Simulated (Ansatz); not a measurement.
**A series of single points on MgS**

System: MgS (P6₃mc, 4 atoms in the cell).
Method: DFT PBEsol, scalar-relativistic, plane waves, PAW, no spin polarisation (Ansatz 0.2.0).

The 9 runs differ only in the geometry, by a shift of atoms along one path in a fixed cell. The shift s is measured from run 5: Mg2 moves along the Cartesian direction (0.00, 0.00, 1.00), and Mg1 with it in fixed proportion. The structure derives from a Materials Project entry.

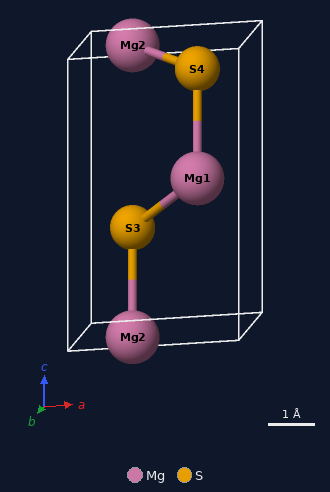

Figure 1. The structure of run 5 (ball-and-stick view of the cell of the calculation, seen at an oblique angle; atoms are numbered from 1 in the order of the input).

## Input of run 5
```yaml
crystal:
  lattice:
    - [4.0346224068, 0.0, 0.0]
    - [-2.0173112034, 3.494085499, 0.0]
    - [0.0, 0.0, 6.43229418]
  atoms:
    - { symbol: Mg, position: [0.6666666667, 0.3333333333, 0.5035281263] }
    - { symbol: Mg, position: [0.3333333333, 0.6666666667, 1.0035281263] }
    - { symbol: S, position: [0.3333333333, 0.6666666667, 0.37924415] }
    - { symbol: S, position: [0.6666666667, 0.3333333333, 0.87924415] }
basis:
  ecutwfc: 420
kpoints:
  mp_grid: { grid: [6, 6, 4] }
hamiltonian:
  xc: pbesol
scf:
  occupations: { method: gaussian, width: 0.05 }
output:
  forces: true
  stress: true
  eigenvalues: true
```

Command:
```bash
ansatz run input.yaml --threads 1 --pin off --max-ram 1228MiB --backend cpu --events-out ev --progress --plain --runs-dir out
```

Run 3 differs from it as follows:
```diff
-    - { symbol: Mg, position: [0.6666666667, 0.3333333333, 0.5035281263] }
-    - { symbol: Mg, position: [0.3333333333, 0.6666666667, 1.0035281263] }
+    - { symbol: Mg, position: [0.6666666667, 0.3333333333, 0.4802082974] }
+    - { symbol: Mg, position: [0.3333333333, 0.6666666667, 0.9802082974] }
```

## Results, with one run withheld

| run | shift s of Mg2 (Å) | free energy per atom, from the lowest run given (meV) | pressure (GPa) | gap on the mesh (eV) | force along the path (eV/Å) |
| --- | --- | --- | --- | --- | --- |
| 1 | −0.2500 | 36.95 | 0.24 | 2.98 | 1.240 |
| 2 | −0.2000 | 22.38 | 0.01 | 3.05 | 1.078 |
| 3 | −0.1500 | ? | ? | ? | ? |
| 4 | −0.1000 | 1.76 | −0.28 | 3.20 | 0.513 |
| 5 | 0.0000 | 0.00 | −0.23 | 3.34 | −0.447 |
| 6 | 0.0500 | 9.59 | −0.02 | 3.36 | −1.111 |
| 7 | 0.1000 | 28.37 | 0.35 | 3.32 | −1.920 |
| 8 | 0.1250 | 41.80 | 0.60 | 3.30 | −2.385 |
| 9 | 0.1500 | 58.28 | 0.90 | 3.28 | −2.897 |

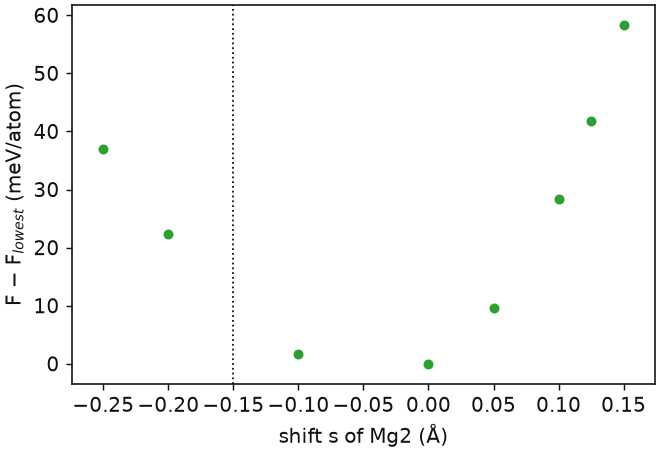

Figure 2. Free energy per atom of the runs given; the dotted line marks run 3.

What should run 3 give?

A cubic polynomial in the coordinate, fitted to the 8 runs given, misses them by at most 0.29 meV per atom. With x = s + 0.0156, it reads F = −1.6408 + 69.172 x + 1442.8 x² + 1912.2 x³ (meV per atom). At run 3 it gives 10.48 meV per atom, and the run itself gives 10.31. The slope of the fit gives a force −dF/ds of 0.860 eV/Å along the path (summed over the atoms that move), and the printed forces give 0.840 eV/Å. The fit has its minimum at s = −0.0408 Å. The gap on the mesh lies between 2.98 eV (run 1) and 3.36 eV (run 6); run 3 has 3.12 eV. These are gaps of this functional on this mesh, which can miss the band edges; they aren't the measured gap.

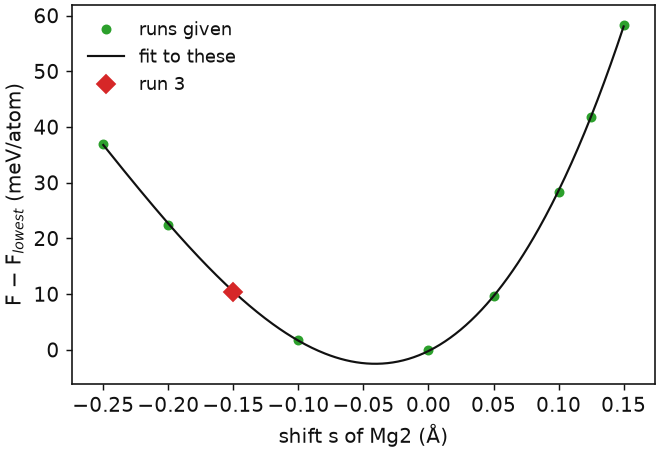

Figure 3. The fit and the withheld run.

## Output, shortened to warnings, some set-up lines, iterations and results (run 3)
```
Basis set: ecut = 420 eV, 1785 PW (Γ), exchange–correlation on 54×54×90 points (8 copies of the dense FFT grid, shifted against one another)
Symmetry: 12 space group operations
k-points: 21 of 144 (time reversal used)
Initial density: superposition of atomic densities (neutral atoms: chi_scale 0, normalization atom), corrected by the library's trained network
[...]
SCF iter   1: F=—  HF=-5599.518802 eV  |F-HF|=—  |Δ(HF+E_count)|=         —  Δρ=3.08e-3  dr2=1.48e-2  ethr=1.77e-3  ⟨swp⟩=6.2  Hψ=2085  notcnv=0
SCF iter   2: F=—  HF=-5599.511381 eV  |F-HF|=—  |Δ(HF+E_count)|=   7.42e-3  Δρ=1.52e-3  dr2=3.38e-3  ethr=4.63e-5  ⟨swp⟩=2.2  Hψ=713  notcnv=0
SCF iter   3: F=—  HF=-5599.510614 eV  |F-HF|=—  |Δ(HF+E_count)|=   7.66e-4  Δρ=4.04e-4  dr2=9.76e-5  ethr=1.06e-5  ⟨swp⟩=3.0  Hψ=756  notcnv=0
SCF iter   4: F=—  HF=-5599.510627 eV  |F-HF|=—  |Δ(HF+E_count)|=   1.30e-5  Δρ=1.38e-4  dr2=2.07e-5  ethr=3.05e-7  ⟨swp⟩=2.0  Hψ=756  notcnv=0
SCF iter   5: F=—  HF=-5599.510630 eV  |F-HF|=—  |Δ(HF+E_count)|=   2.56e-6  Δρ=5.15e-5  dr2=2.94e-6  ethr=6.47e-8  ⟨swp⟩=2.5  Hψ=792  notcnv=0
SCF iter   6: F=-5599.510630 eV  HF=-5599.510630 eV  |F-HF|=1.16e-7  |Δ(HF+E_count)|=   3.00e-7  Δρ=6.76e-6  dr2=7.19e-8  ethr=3.13e-10  ⟨swp⟩=3.2  Hψ=1904  notcnv=0
SCF 1 converged in 6 iterations: F = -5599.510630 eV  dr2 = 7.19e-8
SCF converged after 6 iterations
Free energy (F): -5599.510630 eV
Harris-Foulkes:  -5599.510630 eV  (|F-HF|=1.16e-7)
Internal energy: -5599.510630 eV  (E = F + TS)
E sigma→0 (E₀):  -5599.510630 eV
Fermi energy:    4.910454 eV
--- Per-component energies (eV) ---
  E_band       = -738.670971
  E_kinetic    = 367.481885
  E_local      = -3772.384372  (includes V_loc(G=0)·N_el)
  E_nonlocal   = 248.883596
  E_hartree    = 1365.851896
  E_xc         = -251.083559
  E_vxc        = -251.073068  (∫ρ·V_xc dr)
  E_paw        = -1730.821763  (= ΣΔE_a)
  E_vpaw       = -63.290484  (= ΣTr[D̂ρ^β])
  E_aug_tail   = -0.000003  (compensation charges beyond the density's cutoff)
  E_ewald      = -1827.679932
  E_core_change = 0.241623  (= ΣΔE_core)
  E_smearing   = -0.000000  (= −TS)
  E_closure    = 0.000000  (closes the sum)
  Σ components = -5599.510630   (vs F -5599.510630, Δ=0.00e0)
--- Forces (eV/Å), atoms counted from 1 ---
  atom   1  Mg    -0.00000000    -0.00000000     0.41976001
  atom   2  Mg    -0.00000000     0.00000000     0.41976001
  atom   3  S     -0.00000000     0.00000000    -0.41975154
  atom   4  S      0.00000000    -0.00000000    -0.41975154
  max |Σ_I F_I| component: 1.69e-5 eV/Å
--- Stress (GPa, compression-positive) ---
        1.062448       0.000000       0.000000
       -0.000000       1.062448       0.000000
        0.000000      -0.000000      -2.628995
  P = ⅓ Tr σ = -0.1680 GPa (-1.680 kbar)
```
